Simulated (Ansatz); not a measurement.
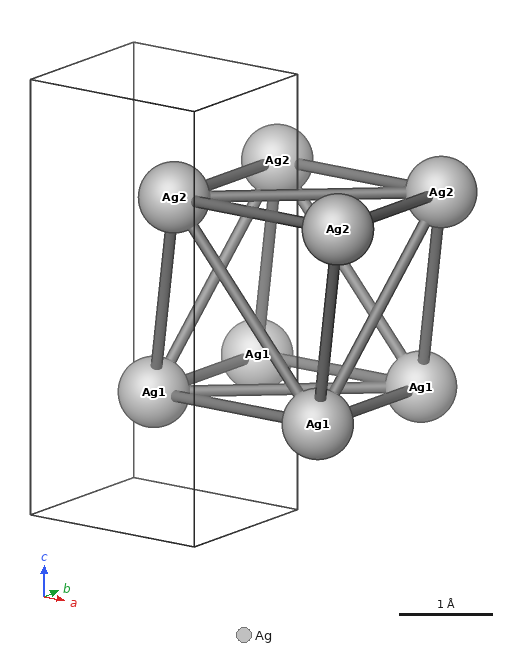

The starting point is crystalline Ag (set up in P6_3/mmc). A ball-and-stick model of the cell of the calculation, repeated 2 × 2 × 1 with one cell outlined, seen slightly off an axis.

Theory: Ansatz, DFT r2SCAN, scalar-relativistic, plane waves, PAW. (plane-wave cutoff 500 eV; k-point mesh 18 × 18 × 10; occupations gaussian; smearing width 0.1 eV; no spin polarisation)

Now this is done to it. Every silver atom is replaced by gold, which gives Au. Cell and atoms are relaxed again (to zero pressure within 0.1 GPa, forces under 0.01 eV/Å).

Predict the response.

The volume per atom goes from 17.33 to 17.59 Å³. The volume changes by +1.5 %, with a = b 2.904 → 2.890 Å (−0.5 %), c 4.748 → 4.865 Å (+2.5 %). The space group stays P6_3/mmc (No. 194).

The changed structure in the same view:

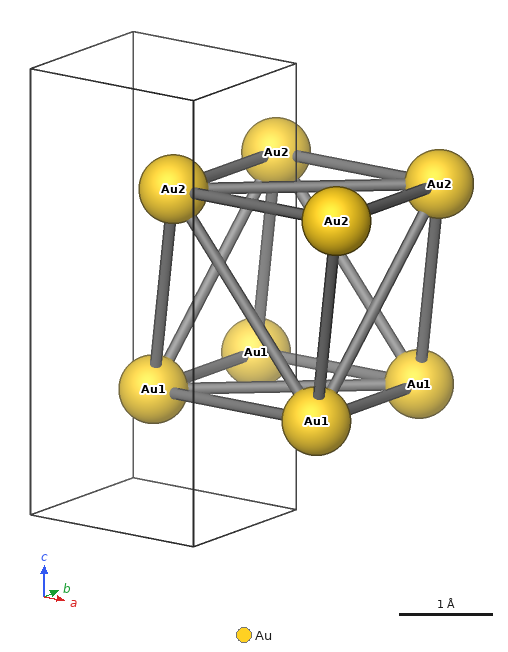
